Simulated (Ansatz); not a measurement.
# Two runs on Pt

System: Pt (I4/mmm, 2 atoms in the cell).
Method of run A: DFT PBE, scalar-relativistic, plane waves, PAW, no spin polarisation (Ansatz 0.2.0).

The structure derives from a Materials Project entry. Text and figures count atoms from 1; the logs count them from 0 in places.

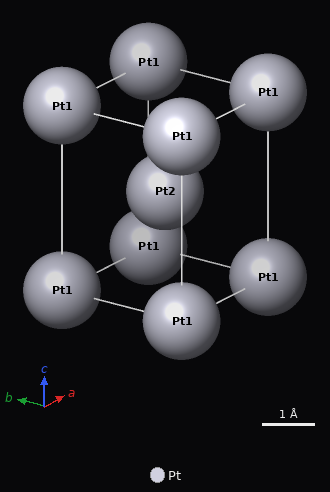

**Figure 1.** The structure (spheres-only view of the reduced cell, seen at an oblique angle; atoms are numbered from 1 in the order of the input).

## Input, run A
```yaml
crystal:
  lattice:
    - [3.8927054764, 0.0, 0.0006441933]
    - [0.0, 3.8927055297, 0.0]
    - [-1.9460163603, 0.0, 2.0367953009]
  atoms:
    - { symbol: Pt, position: [0.0, 0.0, 0.0] }
    - { symbol: Pt, position: [0.5, 0.5, 0.0] }
basis:
  ecutwfc: 420
kpoints:
  mp_grid: { grid: [9, 9, 17] }
hamiltonian:
  xc: pbe
scf:
  occupations: { method: gaussian, width: 0.1 }
output:
  forces: true
  stress: true
  eigenvalues: true
```

Launched with:
```bash
ansatz run input.yaml --threads 4 --pin off --max-ram 8192MiB --backend cpu --events-out ev --progress --plain --runs-dir out
```

Hardware: 4 threads of Intel Xeon @ 2.50GHz (Skylake/Cascade Lake), 192 GiB of memory available, shared host.

## Output, shortened to warnings, some set-up lines, iterations and results (run A)
```
Basis set: ecut = 420 eV, 621 PW (Γ), exchange–correlation on 54×54×40 points (8 copies of the dense FFT grid, shifted against one another)
Symmetry: 8 space group operations
k-points: 385 of 1377
Initial density: superposition of atomic densities (neutral atoms: chi_scale 0, normalization atom), corrected by the library's trained network
[...]
SCF iter   1: F=—  HF=-25046.017365 eV  |F-HF|=—  |Δ(HF+E_count)|=         —  Δρ=3.48e-3  dr2=7.19e-4  ethr=1.77e-3  ⟨swp⟩=4.9  Hψ=32479  notcnv=0
SCF iter   2: F=—  HF=-25046.019697 eV  |F-HF|=—  |Δ(HF+E_count)|=   2.33e-3  Δρ=1.87e-3  dr2=2.06e-4  ethr=2.00e-6  ⟨swp⟩=2.6  Hψ=18274  notcnv=0
SCF iter   3: F=—  HF=-25046.020032 eV  |F-HF|=—  |Δ(HF+E_count)|=   3.35e-4  Δρ=1.71e-4  dr2=2.19e-6  ethr=5.72e-7  ⟨swp⟩=2.0  Hψ=12326  notcnv=0
SCF iter   4: F=—  HF=-25046.020031 eV  |F-HF|=—  |Δ(HF+E_count)|=   1.06e-6  Δρ=4.16e-5  dr2=1.84e-7  ethr=6.07e-9  ⟨swp⟩=2.4  Hψ=13958  notcnv=0
SCF iter   5: F=-25046.020031 eV  HF=-25046.020031 eV  |F-HF|=1.42e-9  |Δ(HF+E_count)|=   2.47e-7  Δρ=6.83e-6  dr2=1.06e-8  ethr=5.10e-10  ⟨swp⟩=2.0  Hψ=11854  notcnv=0
SCF iter   6: F=-25046.020031 eV  HF=-25046.020031 eV  |F-HF|=1.20e-10  |Δ(HF+E_count)|=   2.54e-9  Δρ=2.24e-6  dr2=1.27e-9  ethr=2.95e-11  ⟨swp⟩=2.0  Hψ=25733  notcnv=0
SCF 1 converged in 6 iterations: F = -25046.020031 eV  dr2 = 1.27e-9
SCF converged after 6 iterations
Free energy (F): -25046.020031 eV
Harris-Foulkes:  -25046.020031 eV  (|F-HF|=1.20e-10)
Internal energy: -25046.001215 eV  (E = F + TS)
E sigma→0 (E₀):  -25046.010623 eV
Entropy (-TS):   -0.018817 eV (-9.408 meV/atom)
Fermi energy:    22.682562 eV
--- Per-component energies (eV) ---
  E_band       = -278.191185
  E_kinetic    = 1275.115986
  E_local      = -2984.094802  (includes V_loc(G=0)·N_el)
  E_nonlocal   = 399.633785
  E_hartree    = 1106.828189
  E_xc         = -523.622500
  E_vxc        = -605.775085  (∫ρ·V_xc dr)
  E_paw        = -18907.891843  (= ΣΔE_a)
  E_vpaw       = -576.727750  (= ΣTr[D̂ρ^β])
  E_aug_tail   = 0.000409  (compensation charges beyond the density's cutoff)
  E_ewald      = -5411.970438
  E_smearing   = -0.018817  (= −TS)
  E_closure    = 0.000000  (closes the sum)
  Σ components = -25046.020031   (vs F -25046.020031, Δ=0.00e0)
--- Forces (eV/Å), atoms counted from 1 ---
  atom   1  Pt     0.00000000     0.00000000     0.00000000
  atom   2  Pt    -0.00000000    -0.00000000     0.00000000
  max |Σ_I F_I| component: 3.16e-30 eV/Å
--- Stress (GPa, compression-positive) ---
        5.663086       0.000000       0.016528
        0.000000       5.479773       0.000000
        0.016528       0.000000      -0.009308
  P = ⅓ Tr σ = 3.7112 GPa (37.112 kbar)
```

Run B used a changed input.

## The two runs side by side

| quantity | run A | run B |
| --- | --- | --- |
| outcome | converged | converged |
| free energy per atom (eV) | −12523.0100 | −12523.1478 |
| energy per atom, smearing taken to zero (eV) | −12523.0053 | −12523.1430 |
| gap on the mesh (eV) | 0.00 | 0.00 |
| pressure (GPa) | 3.71 | 1.91 |
| largest force (eV/Å) | 0.000 | 0.000 |
| SCF iterations | 6 | 6 |
| irreducible k-points | 385 | 28 |
| plane waves at Γ | 621 | 621 |
| wall time (shared host) | 4.2 s | 0.9 s |

What was changed in the input?

The change (lines with − go, lines with + come):
```diff
+  symmetry: { detect: false }
-  mp_grid: { grid: [9, 9, 17] }
+  mp_grid: { grid: [3, 3, 6] }
```

The free energy of run B is 137.8 meV per atom lower, which measures how much it depends on this numerical setting. The pressure goes from 3.71 to 1.91 GPa. The number of SCF iterations is the same. The irreducible k-points go from 385 to 28.

## Output, shortened to warnings, some set-up lines, iterations and results (run B)
```
Basis set: ecut = 420 eV, 621 PW (Γ), exchange–correlation on 54×54×40 points (8 copies of the dense FFT grid, shifted against one another)
Symmetry: 1 space group operations
k-points: 28 of 54 (time reversal used)
Initial density: superposition of atomic densities (neutral atoms: chi_scale 0, normalization atom), corrected by the library's trained network
[...]
SCF iter   1: F=—  HF=-25046.294145 eV  |F-HF|=—  |Δ(HF+E_count)|=         —  Δρ=6.86e-3  dr2=3.52e-3  ethr=1.77e-3  ⟨swp⟩=4.9  Hψ=2376  notcnv=0
SCF iter   2: F=—  HF=-25046.295619 eV  |F-HF|=—  |Δ(HF+E_count)|=   1.47e-3  Δρ=3.65e-3  dr2=1.05e-3  ethr=9.78e-6  ⟨swp⟩=2.0  Hψ=1052  notcnv=0
SCF iter   3: F=—  HF=-25046.295656 eV  |F-HF|=—  |Δ(HF+E_count)|=   3.74e-5  Δρ=3.07e-4  dr2=1.19e-5  ethr=2.91e-6  ⟨swp⟩=2.5  Hψ=1051  notcnv=0
SCF iter   4: F=—  HF=-25046.295661 eV  |F-HF|=—  |Δ(HF+E_count)|=   4.51e-6  Δρ=4.61e-5  dr2=3.53e-7  ethr=3.30e-8  ⟨swp⟩=1.6  Hψ=838  notcnv=0
SCF iter   5: F=-25046.295661 eV  HF=-25046.295661 eV  |F-HF|=3.86e-9  |Δ(HF+E_count)|=   5.37e-8  Δρ=1.45e-5  dr2=3.33e-8  ethr=9.79e-10  ⟨swp⟩=2.3  Hψ=1076  notcnv=0
SCF iter   6: F=-25046.295661 eV  HF=-25046.295661 eV  |F-HF|=2.55e-10  |Δ(HF+E_count)|=   7.97e-9  Δρ=2.29e-6  dr2=8.48e-10  ethr=9.26e-11  ⟨swp⟩=2.2  Hψ=2077  notcnv=0
SCF 1 converged in 6 iterations: F = -25046.295661 eV  dr2 = 8.48e-10
SCF converged after 6 iterations
Free energy (F): -25046.295661 eV
Harris-Foulkes:  -25046.295661 eV  (|F-HF|=2.55e-10)
Internal energy: -25046.276291 eV  (E = F + TS)
E sigma→0 (E₀):  -25046.285976 eV
Entropy (-TS):   -0.019370 eV (-9.685 meV/atom)
Fermi energy:    22.760912 eV
--- Per-component energies (eV) ---
  E_band       = -278.423007
  E_kinetic    = 1275.048951
  E_local      = -2984.257343  (includes V_loc(G=0)·N_el)
  E_nonlocal   = 399.513824
  E_hartree    = 1106.962056
  E_xc         = -523.692504
  E_vxc        = -605.866216  (∫ρ·V_xc dr)
  E_paw        = -18907.881245  (= ΣΔE_a)
  E_vpaw       = -576.785654  (= ΣTr[D̂ρ^β])
  E_aug_tail   = 0.000408  (compensation charges beyond the density's cutoff)
  E_ewald      = -5411.970438
  E_smearing   = -0.019370  (= −TS)
  E_closure    = 0.000000  (closes the sum)
  Σ components = -25046.295661   (vs F -25046.295661, Δ=0.00e0)
--- Forces (eV/Å), atoms counted from 1 ---
  atom   1  Pt     0.00000000    -0.00000001     0.00000002
  atom   2  Pt    -0.00000000    -0.00000001     0.00000003
  max |Σ_I F_I| component: 5.26e-8 eV/Å
--- Stress (GPa, compression-positive) ---
        4.320160      -0.000001       0.005461
       -0.000001       4.319832      -0.000005
        0.005462      -0.000005      -2.900142
  P = ⅓ Tr σ = 1.9133 GPa (19.133 kbar)
```

For both runs: Spin–orbit coupling is left out, which matters for Pt. For run B: These settings are looser than, or depart from, a standard set-up, so the numbers are not reference values for this system.
